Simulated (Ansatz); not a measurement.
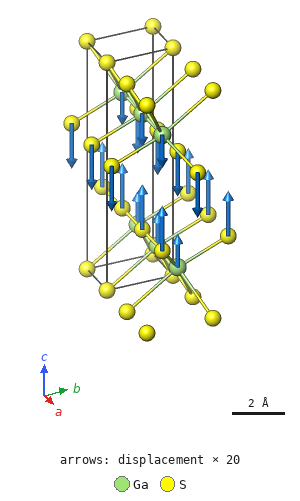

This is a relaxation of crystalline Ga₂S₃ (built on the La2O3-164 type type). The starting structure is drawn; blue arrows show the displacements (the part carried along by the change of the cell is left out), magnified 20 times.

The picture is a ball-and-stick view of the cell of the calculation, repeated 3 × 1 × 1 with one cell outlined, seen slightly off an axis.

All numbers below come from DFT, r2SCAN+rVV10, plane waves, PAW (Ansatz).

Input
```yaml
crystal:
  lattice:
    - [3.5184364343, 0.0, 0.0]
    - [-1.7592182171, 3.0470553337, 0.0]
    - [0.0, 0.0, 9.1863979245]
  atoms:
    - { symbol: Ga, position: [0.6666666667, 0.3333333333, 0.8167914951] }
    - { symbol: Ga, position: [0.3333333333, 0.6666666667, 0.1832085049] }
    - { symbol: S, position: [0.6666666667, 0.3333333333, 0.3079379335] }
    - { symbol: S, position: [0.3333333333, 0.6666666667, 0.6920620665] }
    - { symbol: S, position: [0.0, 0.0, 0.0] }
kpoints:
  mp_grid: { grid: [12, 12, 4] }
hamiltonian:
  xc: r2scan
  dispersion: rvv10
scf:
  occupations: { method: fermi_dirac, width: 0.03 }
relax:
  f_tol: 0.01
  cell: {}
  max_steps: 120
```

Command:
```bash
ansatz run input.yaml --threads 2 --pin off --max-ram 2211MiB --backend cpu --events-out ev --progress --plain --runs-dir out
```

Atoms of which element are displaced furthest, and by how much?

Sulfur: up to 0.091 Å, against 0.067 Å for gallium.

What did the optimiser do to the structure, and how much energy did it gain?

The largest moves relative to the cell, 0.091 Å, are those of S3 and S4. S3 goes along +c. Largest moves by element: S 0.091 Å, Ga 0.067 Å. The volume changes by −2.8 %, with a = b 3.518 → 3.526 Å (+0.2 %), c 9.186 → 8.893 Å (−3.2 %). Near-neighbour distances that change, for instance: Ga1–S5 2.638 → 2.650 Å. The space group stays P-3m1 (No. 164). Over 5 accepted moves (6 points after the start) the energy falls by 2.7 meV per atom. The largest force component goes from 0.16 to 0.0014 eV/Å. The pressure goes from 0.09 to −0.01 GPa. The SCF was repeated once at an unchanged geometry on a basis and grid sized afresh for the cell, which shifted the energy by 0.1 meV per atom at most.
